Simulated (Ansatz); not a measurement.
## Geometry relaxation of Al32N31 (part 1 of 3)

- system: Al32N31 (defect cell, 63 atoms in the cell)
- method: DFT PBE, scalar-relativistic, plane waves, PAW, spin-polarised (Ansatz 0.2.0)

The structure derives from an entry of the Crystallography Open Database.

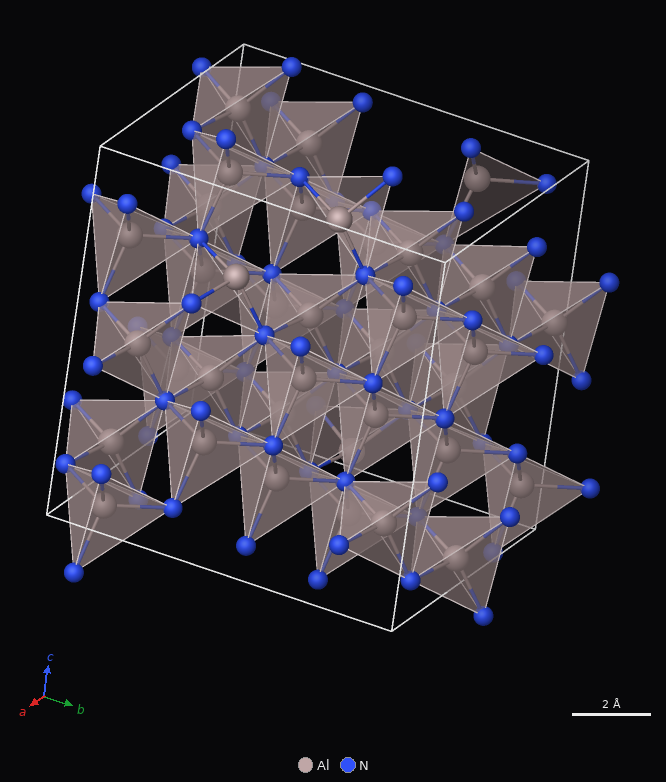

The structure as given in the input (polyhedral view of the cell of the calculation, seen slightly off an axis; polyhedra are completed across the faces of the cell). An atom can appear more than once, as a periodic image.

Input file:
```yaml
crystal:
  lattice:
    - [6.2604911354, 5.4217443634, -5.0179604231]
    - [-6.2604911354, -5.4217443634, -5.0179604231]
    - [-6.2604911354, 5.4217443634, 5.0179604231]
  atoms:
    - { symbol: Al, position: [0.6688653165, 0.2504940839, 0.9161994017] }
    - { symbol: Al, position: [0.9163370248, 0.3745177573, 0.2929140858] }
    - { symbol: Al, position: [0.664093598, -0.0024063085, 0.6648994286] }
    - { symbol: Al, position: [0.9158736402, 0.123677471, 0.0414814215] }
    - { symbol: Al, position: [0.166522958, 0.2507468218, 0.4170801021] }
    - { symbol: Al, position: [0.6664611073, 0.7495072036, 0.4161296695] }
    - { symbol: Al, position: [0.4199050619, 0.3773189079, 0.7918021556] }
    - { symbol: Al, position: [0.9170026364, 0.8771446558, 0.791199073] }
    - { symbol: Al, position: [0.1679905995, 0.0026131165, 0.1677388495] }
    - { symbol: Al, position: [0.6702782938, 0.5026368304, 0.1672179783] }
    - { symbol: Al, position: [0.4151675188, 0.12403022, 0.5406157235] }
    - { symbol: Al, position: [0.9167507938, 0.6249352022, 0.5442892061] }
    - { symbol: Al, position: [0.1621483692, 0.7565007432, 0.9185838909], spin: 0.75 }
    - { symbol: Al, position: [0.412883667, 0.8726323761, 0.2890386246] }
    - { symbol: Al, position: [0.1672186997, 0.5005720692, 0.6673360908] }
    - { symbol: Al, position: [0.416484205, 0.6252659063, 0.0409064167] }
    - { symbol: Al, position: [0.8393961162, 0.3712677588, 0.7181717125], spin: 0.75 }
    - { symbol: Al, position: [0.07481114, 0.4885368382, 0.0714017493], spin: 0.75 }
    - { symbol: Al, position: [0.8317791376, 0.1231277065, 0.4570020325] }
    - { symbol: Al, position: [0.0836751347, 0.2506563273, 0.8332227517] }
    - { symbol: Al, position: [0.3355486232, 0.3753905889, 0.2094299286] }
    - { symbol: Al, position: [0.8327142311, 0.8756436743, 0.2081941608] }
    - { symbol: Al, position: [0.5846260109, 0.5001845375, 0.5845980745] }
    - { symbol: Al, position: [0.0840711315, 0.0007311578, 0.5833106486] }
    - { symbol: Al, position: [0.3373344863, 0.1307316542, 0.9597529333] }
    - { symbol: Al, position: [0.842560325, 0.6341718988, 0.9581447838], spin: 0.75 }
    - { symbol: Al, position: [0.5860410749, 0.2512012324, 0.3369059553] }
    - { symbol: Al, position: [0.0823803974, 0.7485655748, 0.3321993194] }
    - { symbol: Al, position: [0.3326704594, 0.8755390786, 0.7087995114] }
    - { symbol: Al, position: [0.5816251497, 0.0002821213, 0.0823111049] }
    - { symbol: Al, position: [0.330920026, 0.6231714329, 0.454793111] }
    - { symbol: Al, position: [0.5816649405, 0.7500569674, 0.8321854374] }
    - { symbol: "N", position: [0.2192066459, 0.678483573, 0.2830661273] }
    - { symbol: "N", position: [0.9772597624, 0.3074621725, 0.664101054] }
    - { symbol: "N", position: [0.2300145769, 0.4337912249, 0.0424884889] }
    - { symbol: "N", position: [0.4768039921, 0.5590929876, 0.4172367571] }
    - { symbol: "N", position: [0.9757332111, 0.0592009255, 0.4163364572] }
    - { symbol: "N", position: [0.7252707617, 0.6865572864, 0.7905584915] }
    - { symbol: "N", position: [0.2287285338, 0.1869209384, 0.7915446108] }
    - { symbol: "N", position: [0.4813543497, 0.3127930249, 0.1698875928] }
    - { symbol: "N", position: [0.9772898659, 0.812022702, 0.168399051] }
    - { symbol: "N", position: [0.7305435744, 0.434469695, 0.5496514534] }
    - { symbol: "N", position: [0.2246143873, 0.9327299882, 0.5406103342] }
    - { symbol: "N", position: [0.4762275502, 0.060836871, 0.9165099015] }
    - { symbol: "N", position: [0.7247453744, 0.1830237918, 0.2917290398] }
    - { symbol: "N", position: [0.4723609902, 0.8072914546, 0.6640848991] }
    - { symbol: "N", position: [0.7240065219, 0.9335221293, 0.0408829008] }
    - { symbol: "N", position: [0.6379497479, 0.1796818709, 0.7059777407] }
    - { symbol: "N", position: [0.8906849938, 0.3060870846, 0.085332921] }
    - { symbol: "N", position: [0.6397061525, 0.932131659, 0.4562598682] }
    - { symbol: "N", position: [0.8912442586, 0.0597412804, 0.8323714754] }
    - { symbol: "N", position: [0.1429512158, 0.1856185976, 0.2089972074] }
    - { symbol: "N", position: [0.6428891157, 0.6849479684, 0.2077872522] }
    - { symbol: "N", position: [0.3926954439, 0.3093331191, 0.5828286551] }
    - { symbol: "N", position: [0.8929012764, 0.8098918917, 0.5833629582] }
    - { symbol: "N", position: [0.1458816704, 0.9450827496, 0.9599688154] }
    - { symbol: "N", position: [0.6504767082, 0.4390142191, 0.9581461335] }
    - { symbol: "N", position: [0.3925074693, 0.0593909146, 0.3331105457] }
    - { symbol: "N", position: [0.893409037, 0.5595507502, 0.3355194255] }
    - { symbol: "N", position: [0.1418846464, 0.6844197377, 0.7118684295] }
    - { symbol: "N", position: [0.3874387221, 0.8071763584, 0.0803332435] }
    - { symbol: "N", position: [0.1427039596, 0.4350708739, 0.4587921493] }
    - { symbol: "N", position: [0.3932518166, 0.5597427815, 0.8333062779] }
  host:
    lattice:
      - [3.1302455677, 0.0, 0.0]
      - [-1.5651227838, 2.7108721817, 0.0]
      - [0.0, 0.0, 5.0179604231]
    atoms:
      - { symbol: Al, position: [0.3333333333, 0.6666666667, -0.0007713538] }
      - { symbol: Al, position: [0.6666666667, 0.3333333333, 0.4992286462] }
      - { symbol: "N", position: [0.3333333333, 0.6666666667, 0.3807713538] }
      - { symbol: "N", position: [0.6666666667, 0.3333333333, 0.8807713538] }
basis:
  ecutwfc: 420
  xc_grid: 2
kpoints:
  mp_grid: { grid: [2, 2, 2], shift: [0.5, 0.5, 0.5] }
hamiltonian:
  xc: pbe
scf:
  occupations: { method: gaussian, width: 0.01 }
output:
  forces: true
  stress: false
  eigenvalues: true
  populations: true
  charged_corrections:
    defect_position: [0.97628099, 0.55961432, 0.91666667]
    epsilon: [[8.2948, 0.0, 0.0], [0.0, 8.2948, 0.0], [0.0, 0.0, 9.8375]]
  write_density: true
  write_potential: true
  elf: true
  volumetric_format: npy
magnetization:
  spin_polarized: true
relax:
  adjacent_minimum: "off"
  f_tol: 0.025
  max_steps: 60
```

Run on 8 threads of Intel Xeon @ 2.70GHz, 189 GiB of memory available, shared host.

Run as:
```bash
ansatz run input.yaml --threads 8 --pin off --max-ram 22528MiB --backend cpu --events-out ev --progress --plain --runs-dir out
```

What the program printed:
```
Engine: ansatz 0.2.0, x86_64-unknown-linux-gnu
Pseudopotentials: kind: paw
Pseudopotential: Al, paw, valence charge 3, recommended cutoff 420 eV (normal), Al.paw.azcp
Pseudopotential: N, paw, valence charge 5, recommended cutoff 420 eV (normal), N.paw.azcp
Functional definition: PBE
  parameter kappa = 0.804
  parameter beta = 0.06672455060314922
  exchange = pbe_x(kappa = kappa, mu = beta*pi^2/3)
  correlation = pbe_c(beta = beta)
Crystal: 63 atoms, lattice volume = 681.294 Å³
Basis set: ecut = 420 eV, 13335 PW (Γ), exchange–correlation on 144×144×144 points (8 copies of the dense FFT grid, shifted against one another)
Bands: 190, of which v1, the nominal top of the filled ones, is band 126 counted from 1 (125 counted from 0)
Symmetry: 1 space group operations
Space group: P1 (ITA 1), of the structure as read, at distance tolerance 8.8e-5 Å
Magnetic group: BNS 1.1 (UNI 1), of the structure as read, at distance tolerance 8.8e-5 Å
k-points: 4 of 8 (time reversal used)
Non-local potential: Al, projectors of the file, l = 0: 2, l = 1: 2, l = 2: 1
Non-local potential: N, projectors of the file, l = 0: 2, l = 1: 2, l = 2: 1
PAW form: soft (Blöchl's): semilocal exchange-correlation on the pseudo side does not see the compensation charge
PAW one-centre angular grid: Al, 110 points (default); XC on 64 Gauss nodes
PAW one-centre angular grid: N, 110 points (default); XC on 64 Gauss nodes
Initial density: superposition of atomic densities (chi_scale 0.1, normalization cell, long waves kept (reshape's long-wave potential 0.19 eV rms))
Starting moments: Σ|m| = 3 μB on 4 of 63 sites
Initial wavefunctions: pseudopotential atomic-orbital guess
Functional: x = pbe(κ = 0.804, μ = 0.2195149727645171), c = pbe(β = 0.06672455060314922)
SCF iter   1: F=—  HF=-29228.857623 eV  |F-HF|=—  |Δ(HF+E_count)|=         —  Δρ=6.67e-2 (↑6.67e-2 ↓6.66e-2)  dr2=1.49e2  dr2_m=1.14e-1  M=1.000 μB ∫|m|=1.217 μB  β_m=0.30  ethr=3.10e-3  ⟨swp⟩=6.4  Hψ=6042  notcnv=0  defer=264
preconditioner: auto → Resta (q_TF=auto, 2.310 Å⁻¹)  ε∞=3.6  [insulator: Δε(μ)=0.492 eV  Ē_g=13.944 eV  σ=0.010 eV  W_gap=1.00  n_scr=148 (ndim 8)  ℏωp=22.5 eV  f_vac=0.000  D(μ)=0.00/eV (n_scr^D=0)  ε∞_Penn≈3.6]
spin=Collinear: Resta preconditioning applied to the charge; magnetization (m = ρ↑ − ρ↓) channel mixes plain (no charge-response kernel on spin).
SCF iter   2: F=—  HF=-29194.921550 eV  |F-HF|=—  |Δ(HF+E_count)|=    3.39e1  Δρ=3.13e-2 (↑3.13e-2 ↓3.12e-2)  dr2=3.35e1  dr2_m=6.05e-2  M=1.000 μB ∫|m|=1.198 μB  β_m=0.30  ethr=3.10e-3  ⟨swp⟩=3.0  Hψ=2825  notcnv=0  defer=475
SCF iter   3: F=—  HF=-29186.697635 eV  |F-HF|=—  |Δ(HF+E_count)|=    8.22e0  Δρ=1.68e-2 (↑1.66e-2 ↓1.68e-2)  dr2=3.93e0  dr2_m=3.17e-2  M=1.000 μB ∫|m|=1.174 μB  β_m=0.30  ethr=3.10e-3  ⟨swp⟩=2.2  Hψ=2753  notcnv=0  defer=478
SCF iter   4: F=—  HF=-29186.249120 eV  |F-HF|=—  |Δ(HF+E_count)|=   4.49e-1  Δρ=2.55e-3 (↑2.54e-3 ↓2.55e-3)  dr2=7.66e-2  dr2_m=1.62e-2  M=1.000 μB ∫|m|=1.139 μB  β_m=0.30  ethr=1.57e-3  ⟨swp⟩=2.9  Hψ=1087  notcnv=0  defer=478
SCF iter   5: F=—  HF=-29186.309606 eV  |F-HF|=—  |Δ(HF+E_count)|=   6.05e-2  Δρ=1.78e-3 (↑1.78e-3 ↓1.65e-3)  dr2=2.07e-2  dr2_m=9.27e-3  M=1.000 μB ∫|m|=1.118 μB  β_m=0.30  ethr=3.05e-5  ⟨swp⟩=3.0  Hψ=1818  notcnv=0  defer=478
SCF iter   6: F=—  HF=-29186.338892 eV  |F-HF|=—  |Δ(HF+E_count)|=   2.93e-2  Δρ=1.03e-3 (↑9.41e-4 ↓1.03e-3)  dr2=2.42e-3  dr2_m=5.51e-3  M=1.000 μB ∫|m|=1.104 μB  β_m=0.30  ethr=8.26e-6  ⟨swp⟩=4.1  Hψ=1995  notcnv=0  defer=478
Mixer restart at iter 6: flushing history
spin-set hold released at iteration 6 (site moments contracting): the magnetisation degrees of freedom join the quasi-Newton model from the next iteration; the mixer history was flushed
SCF iter   7: F=—  HF=-29186.347652 eV  |F-HF|=—  |Δ(HF+E_count)|=   8.76e-3  Δρ=7.74e-4 (↑7.35e-4 ↓7.74e-4)  dr2=1.06e-3  dr2_m=3.29e-3  M=1.000 μB ∫|m|=1.095 μB  β_m=0.65  ethr=9.65e-7  ⟨swp⟩=2.1  Hψ=2197  notcnv=0  defer=478
SCF iter   8: F=—  HF=-29186.361806 eV  |F-HF|=—  |Δ(HF+E_count)|=   1.42e-2  Δρ=2.12e-4 (↑1.25e-4 ↓2.12e-4)  dr2=2.70e-4  dr2_m=1.26e-4  M=1.000 μB ∫|m|=1.087 μB  β_m=0.64  ethr=4.22e-7  ⟨swp⟩=3.8  Hψ=2880  notcnv=0  defer=478
SCF iter   9: F=—  HF=-29186.362178 eV  |F-HF|=—  |Δ(HF+E_count)|=   3.72e-4  Δρ=6.56e-5 (↑6.56e-5 ↓5.55e-5)  dr2=1.23e-5  dr2_m=2.04e-5  M=1.000 μB ∫|m|=1.091 μB  β_m=0.81  ethr=1.07e-7  ⟨swp⟩=2.4  Hψ=2308  notcnv=0  defer=478
SCF iter  10: F=—  HF=-29186.362208 eV  |F-HF|=—  |Δ(HF+E_count)|=   3.00e-5  Δρ=1.85e-5 (↑1.85e-5 ↓1.68e-5)  dr2=6.23e-6  dr2_m=5.65e-7  M=1.000 μB ∫|m|=1.092 μB  β_m=0.72  ethr=4.92e-9  ⟨swp⟩=22.9  Hψ=14970  notcnv=0
SCF iter  11: F=—  HF=-29186.362207 eV  |F-HF|=—  |Δ(HF+E_count)|=   7.42e-7  Δρ=3.42e-6 (↑3.42e-6 ↓3.23e-6)  dr2=1.24e-7  dr2_m=4.36e-8  M=1.000 μB ∫|m|=1.092 μB  β_m=0.79  ethr=2.48e-9  ⟨swp⟩=9.0  Hψ=9441  notcnv=0
SCF iter  12: F=-29186.362207 eV  HF=-29186.362207 eV  |F-HF|=5.57e-9  |Δ(HF+E_count)|=   1.37e-7  Δρ=1.18e-6 (↑1.18e-6 ↓1.13e-6)  dr2=1.80e-8  dr2_m=4.31e-9  M=1.000 μB ∫|m|=1.092 μB  ethr=4.96e-11  ⟨swp⟩=7.0  Hψ=6587  notcnv=0
SCF 1 converged in 12 iterations: F = -29186.362207 eV  dr2 = 1.80e-8
  greatest PAW one-centre occupation: 0.795 electrons in one spin orbital (limit 2), on the N atom at site 55 (counted from 0), in its partial waves of l = 0
relax step   1: F+E_penalty+E_count = -29186.36220732 eV  Δ(F+E_penalty+E_count) = +0.000e0 eV  max|allowed force component| = 1.753e-2 eV/Å  Δτ_max = 0.0000 Å  (12 SCF iters, dr2 threshold 1.56e-5 eV, accepted)
Initial density: handed on by an earlier stage of this run
Starting moments: Σ|m| = 3 μB on 4 of 63 sites; this step starts from the density that it was given
Initial wavefunctions: those handed on with the density
iter 1 solved again at ethr=7.17e-12 eV; its pass at ethr=3.10e-3 eV (dr2=1.80e-8 eV) is discarded
SCF iter   1: F=—  HF=-29186.362207 eV  |F-HF|=—  |Δ(HF+E_count)|=         —  Δρ=1.18e-6 (↑1.18e-6 ↓1.13e-6)  dr2=1.80e-8  dr2_m=4.31e-9  M=1.000 μB ∫|m|=1.092 μB  β_m=0.30  ethr=7.17e-12  ⟨swp⟩=1.0  Hψ=3568  notcnv=0
preconditioner: auto → Resta (q_TF=auto, 2.310 Å⁻¹)  ε∞=4.1  [insulator: Δε(μ)=0.788 eV  Ē_g=12.845 eV  σ=0.010 eV  W_gap=1.00  n_scr=148 (ndim 8)  ℏωp=22.5 eV  f_vac=0.000  D(μ)=0.00/eV (n_scr^D=0)  ε∞_Penn≈4.1]
spin=Collinear: Resta preconditioning applied to the charge; magnetization (m = ρ↑ − ρ↓) channel mixes plain (no charge-response kernel on spin).
iter 2 did not close the SCF: its close was put off for a magnetic moment that had not settled (scf_convergence_deferred on its scf_iter line)
SCF iter   2: F=-29186.362207 eV  HF=-29186.362207 eV  |F-HF|=8.76e-9  |Δ(HF+E_count)|=   5.18e-9  Δρ=7.88e-7 (↑7.88e-7 ↓7.77e-7)  dr2=5.50e-9  dr2_m=2.71e-9  M=1.000 μB ∫|m|=1.092 μB  β_m=0.50  ethr=7.17e-12  ⟨swp⟩=6.0  Hψ=5625  notcnv=0
iter 3 did not close the SCF: its close was put off for a magnetic moment that had not settled (scf_convergence_deferred on its scf_iter line)
SCF iter   3: F=-29186.362207 eV  HF=-29186.362207 eV  |F-HF|=2.26e-9  |Δ(HF+E_count)|=   9.95e-9  Δρ=3.65e-7 (↑3.59e-7 ↓3.65e-7)  dr2=1.12e-9  dr2_m=6.13e-10  M=1.000 μB ∫|m|=1.092 μB  β_m=0.71  ethr=2.19e-12  ⟨swp⟩=4.0  Hψ=6493  notcnv=0
SCF iter   4: F=-29186.362207 eV  HF=-29186.362207 eV  |F-HF|=2.91e-11  |Δ(HF+E_count)|=   3.10e-9  Δρ=4.62e-8 (↑4.62e-8 ↓4.53e-8)  dr2=2.39e-11  dr2_m=7.82e-12  M=1.000 μB ∫|m|=1.092 μB  ethr=1.00e-12  ⟨swp⟩=4.0  Hψ=6349  notcnv=0
SCF 2 converged in 4 iterations: F = -29186.362207 eV  dr2 = 2.39e-11
relax step   2: F+E_penalty+E_count = -29186.36220733 eV  Δ(F+E_penalty+E_count) = -1.270e-8 eV  max|allowed force component| = 1.756e-2 eV/Å  Δτ_max = 0.0000 Å  (4 SCF iters, accepted)
```

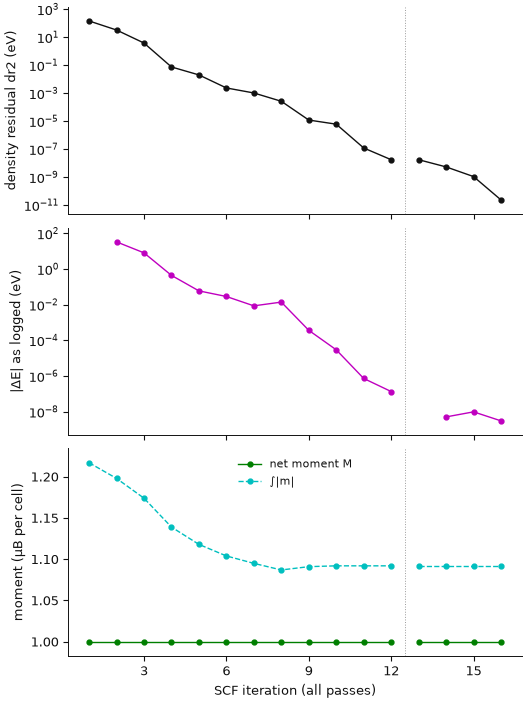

Convergence of the self-consistent field: density residual dr2, size of the energy change and magnetic moment against the SCF iteration. The dotted lines part the SCF passes of the relaxation: geometry steps, rejected trials and re-solves on a re-selected basis. The passes take 12 and 4 iterations. The net moment stays at 1.0 μB per cell.

```
SCF converged after 4 iterations
Magnetization: 1.0000 μB (126.0000 up, 125.0000 down)
Absolute magnetization: 1.0996 μB (∫|ρ↑−ρ↓|, with the PAW one-centre terms)
Spin contamination: 0.0063 ħ² per cell (⟨S²⟩ above its minimum at these occupations)
```
